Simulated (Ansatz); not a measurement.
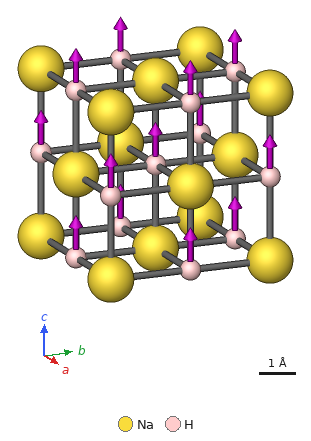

One vibrational mode of a crystal of NaH (a generated structure) at the zone centre. The purple arrows are the displacements of the atoms (eigenvector over the root of the mass), of arbitrary overall length and sign. Style: ball-and-stick. Shown: the conventional cell (4 times the calculation's cell), slightly off an axis. Lengths and directions refer to the drawn axes.

The calculation used Ansatz 0.2.0, DFT PBE, scalar-relativistic, plane waves, PAW. Settings: plane-wave cutoff 420 eV; k-point mesh 8 × 8 × 8; occupations fixed; no spin polarisation.

Frequencies are those without the non-analytic (LO–TO) term.

> What mode is this, and where does it lie in the spectrum?

This is the T₁u mode (triply degenerate; one member of the set is drawn) at 61.2 meV, the only optical level, infrared-active by symmetry. The Na atoms hardly move; the H sublattice moves as a whole against them, along c; it stretches the shortest H–Na bonds (2.42 Å); the kinetic energy is shared as H 96 %, Na 4 %. Its infrared intensity is 68 (D/Å)²/amu for the set. The value is the transverse one; the longitudinal partner lies at 890 cm⁻¹.
